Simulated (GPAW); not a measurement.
# MgO (Periclase): optical spectrum from first principles

Wanted: where MgO (Periclase) starts to absorb, how strongly, and its refractive index. The cell comes from an older database entry, whose edges can differ from later determinations, mostly by under a per cent.

Method: DFT, LDA, plane-wave PAW (GPAW data sets), scalar-relativistic, RPA, optical limit, in GPAW 26.7.0.

The database entry behind the starting cell differs from later determinations by our own check (about 0.1 % long), so it need not match the best structure at ambient conditions.

### Step 1. Starting point

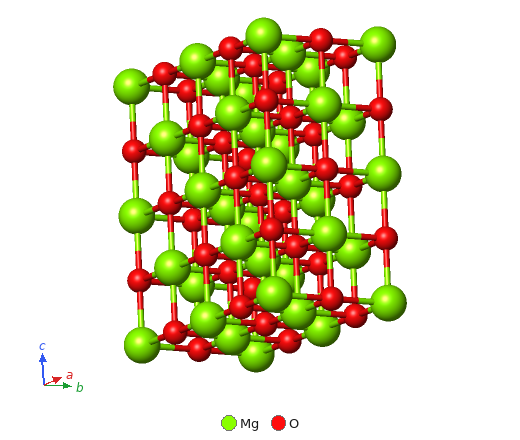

Start, viewed from a free direction; magnesium green, oxygen red. 2×1×2 cells are drawn. This picture shows the conventional cell, with its axes. Some periodic images of atoms are drawn too.

### Step 2. Ground state

The self-consistent density comes first; it also tells whether there is a gap, which decides the occupations and the need for a Drude term.

This step: DFT, LDA, plane-wave PAW (GPAW data sets), scalar-relativistic, ground state (GPAW 26.7.0).

File gs.py:

```python
from ase import Atoms
from ase.dft.bandgap import bandgap
from gpaw import GPAW, PW, FermiDirac

atoms = Atoms(['Mg', 'O'],
              cell=[[0.000000000000, 2.108500000000, 2.108500000000],
                    [2.108500000000, 0.000000000000, 2.108500000000],
                    [2.108500000000, 2.108500000000, 0.000000000000]],
              scaled_positions=[[0.000000000000, 0.000000000000, 0.000000000000],
                                [0.500000000000, 0.500000000000, 0.500000000000]],
              pbc=[True, True, True])
atoms.calc = GPAW(mode=PW(500), xc='LDA', kpts={'size': (9, 9, 9), 'gamma': True},
                  occupations=FermiDirac(0.05), maxiter=150, txt='gs.txt')
print('energy (eV)', atoms.get_potential_energy())
print('Fermi level (eV)', atoms.calc.get_fermi_level())
print('valence electrons', atoms.calc.get_number_of_electrons())
print('gap (eV)', bandgap(atoms.calc, output=None)[0])
print('direct gap (eV)', bandgap(atoms.calc, direct=True, output=None)[0])
atoms.calc.write('gs.gpw')
```

The run is started by

```console
$ OMP_NUM_THREADS=1 python gs.py
```

Numbers of over 12 decimals in the logs are rounded to 6 here.

Log:

```text
__  _  _
 | _ |_)|_||  |
 |__||  | ||/\| - 26.7.0

Versions:
  Python: 3.12.14
  ASE:    3.29.0
  Numpy:  2.5.5
  Scipy:  1.18.1
  Libxc:  7.0.0

Input parameters:
  mode=PW(ecut=500.0),
  kpts=MonkhorstPack(size=(9, 9, 9), gamma=True),
  maxiter=150,
  occupations=Occupations(name='fermi-dirac', width=0.05, fixmagmom=False),
  xc=XC(name='LDA')

Diagonalizing LCAO Hamiltonian
Converting LCAO to pw mode

              O

       Mg

Atoms  # Å, Bohr magnetons
|   | symbol |        x |        y |        z |    initial magnetic moments |
| 0 |     Mg | 0.000000 | 0.000000 | 0.000000 | ( 0.0000,  0.0000,  0.0000) |
| 1 |      O | 2.108500 | 2.108500 | 2.108500 | ( 0.0000,  0.0000,  0.0000) |

Unit cell  # Å
| periodic |        x |        y |        z |  lengths |    angles |
|      yes | 0.000000 | 2.108500 | 2.108500 | 2.981869 | 60.000000 |
|      yes | 2.108500 | 0.000000 | 2.108500 | 2.981869 | 60.000000 |
|      yes | 2.108500 | 2.108500 | 0.000000 | 2.981869 | 60.000000 |

Number of symmetries: 48
Symmetry operations  # r_c * U_cc + t_c -> r_c
|    | kind |            matrix            |
|  0 |  σ   |  1, 0, 0,  1, 0,-1,  1,-1, 0 |
|  1 |  C2  |  1, 0, 0,  1,-1, 0,  1, 0,-1 |
|  2 |  E   |  1, 0, 0,  0, 1, 0,  0, 0, 1 |
|  3 |  σ   |  1, 0, 0,  0, 0, 1,  0, 1, 0 |
|  4 |  C4  |  1, 0,-1,  1, 0, 0,  1,-1, 0 |
|  5 |  S6  |  1, 0,-1,  1,-1, 0,  1, 0, 0 |
|  6 |  σ   |  1, 0,-1,  0, 1,-1,  0, 0,-1 |
|  7 |  C3  |  1, 0,-1,  0, 0,-1,  0, 1,-1 |
|  8 |  S6  |  1,-1, 0,  1, 0, 0,  1, 0,-1 |
|  9 |  C4  |  1,-1, 0,  1, 0,-1,  1, 0, 0 |
| 10 |  C3  |  1,-1, 0,  0,-1, 1,  0,-1, 0 |
| 11 |  σ   |  1,-1, 0,  0,-1, 0,  0,-1, 1 |
| 12 |  σ   |  0, 1, 0,  1, 0, 0,  0, 0, 1 |
| 13 |  C4  |  0, 1, 0,  0, 1,-1, -1, 1, 0 |
| 14 |  C3  |  0, 1, 0,  0, 0, 1,  1, 0, 0 |
| 15 |  S6  |  0, 1, 0, -1, 1, 0,  0, 1,-1 |
| 16 |  C2  |  0, 1,-1,  1, 0,-1,  0, 0,-1 |
| 17 |  σ   |  0, 1,-1,  0, 1, 0, -1, 1, 0 |
| 18 |  S4  |  0, 1,-1,  0, 0,-1,  1, 0,-1 |
| 19 |  C4  |  0, 1,-1, -1, 1, 0,  0, 1, 0 |
| 20 |  C3  |  0, 0, 1,  1, 0, 0,  0, 1, 0 |
| 21 |  σ   |  0, 0, 1,  0, 1, 0,  1, 0, 0 |
| 22 |  S6  |  0, 0, 1,  0,-1, 1, -1, 0, 1 |
| 23 |  C4  |  0, 0, 1, -1, 0, 1,  0,-1, 1 |
| 24 |  S4  |  0, 0,-1,  1, 0,-1,  0, 1,-1 |
| 25 |  C3  |  0, 0,-1,  0, 1,-1,  1, 0,-1 |
| 26 |  C2  |  0, 0,-1,  0,-1, 0, -1, 0, 0 |
| 27 |  S6  |  0, 0,-1, -1, 0, 0,  0,-1, 0 |
| 28 |  S4  |  0,-1, 1,  1,-1, 0,  0,-1, 0 |
| 29 |  C4  |  0,-1, 1,  0, 0, 1, -1, 0, 1 |
| 30 |  C2  |  0,-1, 1,  0,-1, 0,  1,-1, 0 |
| 31 |  σ   |  0,-1, 1, -1, 0, 1,  0, 0, 1 |
| 32 |  C3  |  0,-1, 0,  1,-1, 0,  0,-1, 1 |
| 33 |  S6  |  0,-1, 0,  0, 0,-1, -1, 0, 0 |
| 34 |  S4  |  0,-1, 0,  0,-1, 1,  1,-1, 0 |
| 35 |  C2  |  0,-1, 0, -1, 0, 0,  0, 0,-1 |
| 36 |  C2  | -1, 1, 0,  0, 1, 0,  0, 1,-1 |
| 37 |  S6  | -1, 1, 0,  0, 1,-1,  0, 1, 0 |
| 38 |  S4  | -1, 1, 0, -1, 0, 1, -1, 0, 0 |
| 39 |  C3  | -1, 1, 0, -1, 0, 0, -1, 0, 1 |
| 40 |  S6  | -1, 0, 1,  0, 0, 1,  0,-1, 1 |
| 41 |  C2  | -1, 0, 1,  0,-1, 1,  0, 0, 1 |
| 42 |  C3  | -1, 0, 1, -1, 1, 0, -1, 0, 0 |
| 43 |  S4  | -1, 0, 1, -1, 0, 0, -1, 1, 0 |
| 44 |  C2  | -1, 0, 0,  0, 0,-1,  0,-1, 0 |
| 45 |  i   | -1, 0, 0,  0,-1, 0,  0, 0,-1 |
| 46 |  σ   | -1, 0, 0, -1, 1, 0, -1, 0, 1 |
| 47 |  C2  | -1, 0, 0, -1, 0, 1, -1, 1, 0 |

BZ-sampling:
  Number of BZ points: 729
  Number of IBZ points: 35

  Monkhorst-Pack size: [9, 9, 9]
  Monkhorst-Pack shift: [0, 0, 0]

K-points  # in reciprocal-cell coordinates
|     |                                coordinates |     weight |
|   0 | (  0.00000000,   0.00000000,   0.00000000) | 0.00137174 |
|   1 | (  0.11111111,   0.11111111,   0.00000000) | 0.00823045 |
|   2 | (  0.11111111,   0.11111111,   0.11111111) | 0.01097394 |
|   3 | (  0.22222222,   0.11111111,   0.11111111) | 0.01646091 |
|   4 | (  0.22222222,   0.22222222,   0.00000000) | 0.00823045 |
|   5 | (  0.22222222,   0.22222222,   0.11111111) | 0.03292181 |
|   6 | (  0.22222222,   0.22222222,   0.22222222) | 0.01097394 |
|   7 | (  0.33333333,   0.22222222,   0.11111111) | 0.03292181 |
|   8 | (  0.33333333,   0.22222222,   0.22222222) | 0.03292181 |
|   9 | (  0.33333333,   0.33333333,  -0.33333333) | 0.01646091 |
| ... |                                            |            |
|  34 | (  0.44444444,   0.44444444,   0.44444444) | 0.01097394 |

Plane wave coefficients: 531
Cutoff: 500.0 eV

Spin-components: 1 (collinear spins)
Bands:           12
Projectors:      10
Spin-degeneracy: 2
Datatype:        complex128

Parallelization:
  kpt:    1
  domain: 1
  band:   1

Density:
  Valence electrons: 16.0
  Components: 1
  Grid points: [16 16 16]
  Charge: 0.0  # |e|

Potential:
  Grid points: [16 16 16]

species:
  Mg:
    name:    Magnesium
    id:
    Z:       12.0
    valence: 10
    core:    2
    charge:  0.0  # [|e|]
    compensation charges:
      type: gauss
      rc: 0.33  # [Å]
      lmax: 2
    cutoffs:
      filter: 1.86  # [Å]
      core: 0.54  # [Å]
    projectors
    | kind |    occ | energy [eV] | rcut [Å] |
    |   2s |  2.000 |     -79.291 |    1.090 |
    |   3s |  2.000 |      -4.782 |    1.090 |
    |   2p |  6.000 |     -46.725 |    1.085 |
    |   3p |  0.000 |      -1.374 |    1.085 |
    |    d |        |       0.000 |    1.037 |

    Using partial waves for Mg as LCAO basis

  O:
    name:    Oxygen
    id:
    Z:       8.0
    valence: 6
    core:    2
    charge:  0.0  # [|e|]
    compensation charges:
      type: gauss
      rc: 0.21  # [Å]
      lmax: 2
    cutoffs:
      filter: 1.17  # [Å]
      core: 0.83  # [Å]
    projectors
    | kind |    occ | energy [eV] | rcut [Å] |
    |   2s |  2.000 |     -23.752 |    0.688 |
    |   2p |  4.000 |      -9.195 |    0.598 |
    |    s |        |       3.459 |    0.688 |
    |    p |        |      18.016 |    0.598 |
    |    d |        |       0.000 |    0.619 |

    Using partial waves for O as LCAO basis

Reference energy: -7455.138085  # eV

eigensolver:
  PPCG
  Converge bands: occupied
  niter=2

density mixing:
  MSR1-Mixer
  Pratt-step length: 0.05
  Maximum mixing coefficient: 0.75
  Old densities: 10
  SVD Regularization: 0.005
  Good broyden scale: 1.0
  Trust region scale: 1.0
  Backstep threshold: 4.0
  History deletion threshold: 6.0
  Fourier metric: weight=20.0, sigma=0.015

occupation numbers:
  Fermi-Dirac:
    width: 0.0500  # eV

poisson solver:
  ecut: 4000.0  # eV

xc functional:
  name: None

convergence criteria:
- Maximum [total energy] change in last 3 cyles: 0.0005 eV / valence electron
- Maximum integral of absolute [dens]ity change: 0.0001 electrons / valence electron
- Maximum integral of absolute [eigenst]ate change: 4e-08 eV^2 / valence electron
maximum number of iterations: 150

SCF iterations
|iter     |      energy | eigst |  dens |
|iter:   1||  -14.405258 | +0.05 |       |
|iter:   2||  -14.079551 | -2.15 | -1.00 |
|iter:   3||  -13.157770 | -1.17 | -1.05 |
|iter:   4||  -13.144504 | -3.43 | -1.59 |
|iter:   5||  -13.140796 | -3.46 | -1.87 |
|iter:   6||  -13.140800c| -5.87 | -3.06 |
|iter:   7||  -13.140805c| -6.78 | -3.46 |
|iter:   8||  -13.140805c| -8.33c| -4.50c|

Converged in 8 steps
SCF loop duration: 2.857 s (0.357 s/step)
Energy contributions relative to reference atoms: (reference = -7455.138085)

Energy contributions:
  Kinetic:           7.360948
  Coulomb:          -5.443695
  Zero:             -0.066178
  External:          0.000000
  Xc:              -14.991879
  Entropy:          -0.000000
  Spinorbit:         0.000000
  ----------------------------
  Free energy:     -13.140805
  Extrapolated:    -13.140805

dipole moment: (-6.096018, -6.096018, -6.096018)  # |e|*Ang

Fermi level: 5.423
Eigenvalues  # (at kpt = [0.000, 0.000, 0.000])
| band index |      eig [eV] | occ [0-2] |
|          0 |       -67.080 |     2.000 |
|          1 |       -34.499 |     2.000 |
|          2 |       -34.499 |     2.000 |
|          3 |       -34.499 |     2.000 |
|          4 |       -12.518 |     2.000 |
|          5 |         4.448 |     2.000 |
|          6 |         4.448 |     2.000 |
|          7 |         4.448 |     2.000 |
|          8 |         9.101 |     0.000 |
|          9 |        20.030 |     0.000 |
|         10 |        28.455 |     0.000 |
|         11 |        28.455 |     0.000 |

Gap: 4.653 eV
Transition (v -> c):
  (s=0, k=0, n=7, [0.00, 0.00, 0.00]) -> (s=0, k=0, n=8, [0.00, 0.00, 0.00])
No difference between direct/indirect transitions

--- standard output ---
energy (eV) -13.140805
Fermi level (eV) 5.422701
valence electrons 16.0
gap (eV) 4.652817
direct gap (eV) 4.652817
```

Run time: 4.6 s. Hardware: 1 thread of Arm Neoverse V1, shared host; peak memory 0.13 GiB.

Numbers from this step:

- energy: -13.14 eV
- Fermi energy: 5.423 eV
- gap on the k-mesh: 4.653 eV
- direct gap on the mesh: 4.653 eV
- electrons: 16

There is a gap, 4.65 eV on this mesh (points off the mesh can give less), so no carriers' term is needed.

### Step 3. Bands for the response

The response needs many more empty bands than the density does.

This step: DFT, LDA, plane-wave PAW (GPAW data sets), scalar-relativistic, bands at fixed density (GPAW 26.7.0).

File nscf.py:

```python
from ase.dft.bandgap import bandgap
from gpaw import GPAW, FermiDirac

calc = GPAW('gs.gpw').fixed_density(kpts={'size': (16, 16, 16), 'gamma': True}, nbands=27, convergence={'bands': 21},
                                    occupations=FermiDirac(0.001), txt='nscf.txt')
print('gap (eV)', bandgap(calc, output=None)[0])
print('direct gap (eV)', bandgap(calc, direct=True, output=None)[0])
print('top band over the Fermi level (eV)', min(calc.get_eigenvalues(kpt=k)[20] for k in range(len(calc.get_ibz_k_points()))) - calc.get_fermi_level())
calc.write('full.gpw', mode='all')
```

The run is started by

```console
$ OMP_NUM_THREADS=1 python nscf.py
```

Log:

```text
Diagonalizing LCAO Hamiltonian
Converting LCAO to pw mode
convergence criteria:
- Maximum integral of absolute [eigenst]ate change: 4e-08 eV^2 / valence electron
maximum number of iterations: 150

SCF iterations
|iter     |      energy | eigst |  dens |
|iter:   1||             | +2.95 |       |
|iter:   2||             | +1.01 |       |
|iter:   3||             | -1.06 |       |
|iter:   4||             | -3.12 |       |
|iter:   5||             | -4.97 |       |
|iter:   6||             | -6.87 |       |
|iter:   7||             | -7.83c|       |
SCF steps: 7
  __  _  _
 | _ |_)|_||  |
 |__||  | ||/\| - 26.7.0

Versions:
  Python: 3.12.14
  ASE:    3.29.0
  Numpy:  2.5.5
  Scipy:  1.18.1
  Libxc:  7.0.0

Input parameters:
  mode=PW(ecut=500.0),
  convergence={'bands': 21},
  gpts=array([16, 16, 16]),
  kpts=MonkhorstPack(size=(16, 16, 16), gamma=True),
  maxiter=150,
  nbands=27,
  occupations=Occupations(name='fermi-dirac', width=0.001, fixmagmom=False),
  parallel={},
  xc=XC(name='LDA')

--- standard output ---
gap (eV) 4.644345
direct gap (eV) 4.652817
top band over the Fermi level (eV) 34.361203
```

The job ended after 23 s (1 thread; peak memory 0.17 GiB).

Read-outs, printed or worked out from the files:

* gap on the k-mesh: 4.644 eV

### Step 4. Dielectric function, RPA

Transitions between filled and empty bands, summed over the zone, give the optical response, so mesh, band count and broadening shape it.

The induced potential is part of this response.

This step: DFT, LDA, plane-wave PAW (GPAW data sets), scalar-relativistic, RPA, optical limit (GPAW 26.7.0).

File df.py:

```python
from gpaw.response.df import DielectricFunction

df = DielectricFunction('full.gpw', frequencies={'type': 'nonlinear', 'domega0': 0.03, 'omega2': 8},
                        ecut=50,
                        eta=0.1,
                        nbands=21,
                        txt='df.txt')
for direction in ['x']:
    df.get_dielectric_function(xc='RPA', direction=direction, filename=f'df_{direction}.csv')
```

The run is started by

```console
$ OMP_NUM_THREADS=1 python df.py
```

Log:

```text
Using integrator: PointIntegrator
NonLinearFrequencyDescriptor(from 0.000 to 114.687 eV, 552 points)
Nonperiodic BCs:  [False False False]
Using integrator: PointIntegrator
NonLinearFrequencyDescriptor(from 0.000 to 114.687 eV, 552 points)
Nonperiodic BCs:  [False False False]

Calculating chi0 body with:
    Ground state adapter containing:
    Number of spins: 1
    Number of kpoints: 4096
    Number of irreducible kpoints: 145
    Number of completely occupied states: 8
    Number of partially occupied states: 8

    Linear response parametrization:
    q_c: [0.0, 0.0, 0.0]
    Number of frequency points: 552
    Planewave cutoff: 50.0
    Number of bands: 21
    Number of planewaves: 15
    Broadening (eta): 0.1

Integrating chi0 body.

Symmetries of q_c:
    Direct symmetries (Uq -> q): 48
    Indirect symmetries (TUq -> q): 0
In total 48 allowed symmetries.

145 groups of equivalent kpoints. 96.4599609375% reduction.

Integral kind: spectral function

Calculating chi0 optical extensions with:
    Ground state adapter containing:
    Number of spins: 1
    Number of kpoints: 4096
    Number of irreducible kpoints: 145
    Number of completely occupied states: 8
    Number of partially occupied states: 8

    Linear response parametrization:
    Number of frequency points: 552
    Planewave cutoff: 50.0
    Number of bands: 21
    Number of planewaves: 15
    Broadening (eta): 0.1
Integrating chi0 head and wings.

Symmetries of q_c:
    Direct symmetries (Uq -> q): 48
    Indirect symmetries (TUq -> q): 0
In total 48 allowed symmetries.

145 groups of equivalent kpoints. 96.4599609375% reduction.

Integral kind: spectral function wings
```

Wall time 5.9 s (1 thread); peak memory 0.2 GiB.

Numbers from this step:

```
electronic dielectric constant ε∞, mean over x, y and z (by symmetry where fewer were run) : 3.115
main peak of Im epsilon, first axis                                                        : 11.05 eV
centre of weight of the strongest loss peak in the window                                  : 23.36 eV
```

Some rows of df_x.csv (energy; Re and Im without local fields; Re and Im with them):

```text
0.000000, 3.252507, 0.000000, 3.114720, 0.000000
0.651243, 3.262122, 0.002975, 3.124016, 0.002878
1.347938, 3.294680, 0.006460, 3.155538, 0.006261
2.095014, 3.359249, 0.011051, 3.218255, 0.010758
2.898142, 3.474414, 0.018247, 3.330812, 0.017907
3.763875, 3.689496, 0.034148, 3.543509, 0.034041
4.699832, 4.235405, 0.246858, 4.095714, 0.255449
5.714917, 3.740241, 0.890704, 3.546964, 0.935514
6.819608, 4.384829, 1.222585, 4.156130, 1.278369
8.026317, 4.964582, 2.045729, 4.620370, 2.109761
9.349861, 3.381295, 3.151440, 2.829444, 3.101248
10.808071, 3.079374, 4.960471, 2.567746, 4.040498
12.422601, 0.887168, 2.847037, 0.877306, 2.224996
14.220012, 1.174842, 2.579101, 1.250379, 1.951891
16.233242, 0.104118, 2.638202, 0.685333, 2.219211
18.503643, -0.915301, 1.142315, -0.707222, 1.532960
21.083856, -0.164068, 0.724844, -0.011233, 1.003430
24.041937, 0.232201, 0.317687, 0.249764, 0.391250
27.467452, 0.597614, 0.212091, 0.600397, 0.217589
```

(Continued in part 2 of 2.)

[Machine, clock and banner lines and Python warnings are left out of the logs.]

[Logs are printed without paths, hosts, clocks, repeated set-up lines and the standing remarks that a program may print on its own settings, such as how far it seeks lower states.]

[Hosts, paths, dates, database ids (printed as entryN), source tags and the programs' standing remarks are cut or masked in the printed files.]
